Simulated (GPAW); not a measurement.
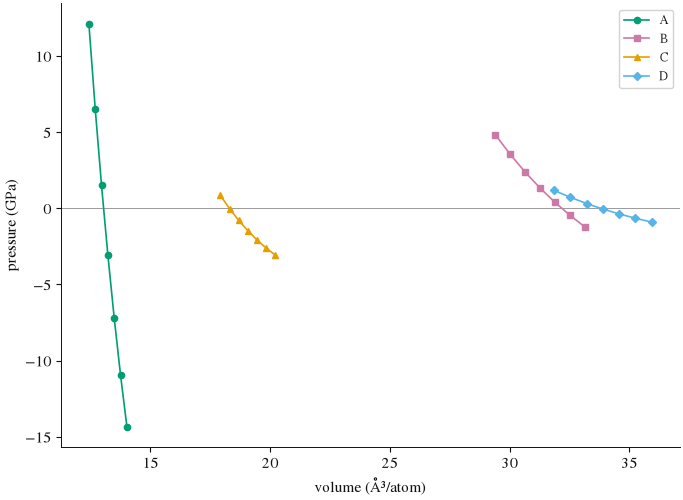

The picture above shows the pressure against volume, with one curve for each compound, for KF, NaI, SnTe and ZrC (all in space group Fm-3m (No. 225)). The labels are replaced by letters.

Computed with GPAW 26.7.0: PAW DFT in plane waves, on a grid or in atomic orbitals, no spin polarisation; energies at scaled volumes of the given cell, shape and fractions fixed, counted from the fit's minimum, third-order Birch-Murnaghan fit. Level: r2SCAN.

```
       setting                                 value
   occupations                           Fermi–Dirac
smearing width                               0.05 eV
    potentials  GPAW PAW data sets (gpaw data 1.2.1)
```

> Which letter stands for which compound?

A: ZrC; B: SnTe; C: KF; D: NaI.

Keep in mind: the fit and the printed pressures don't fully agree, or the minimum lies near the end of the range.
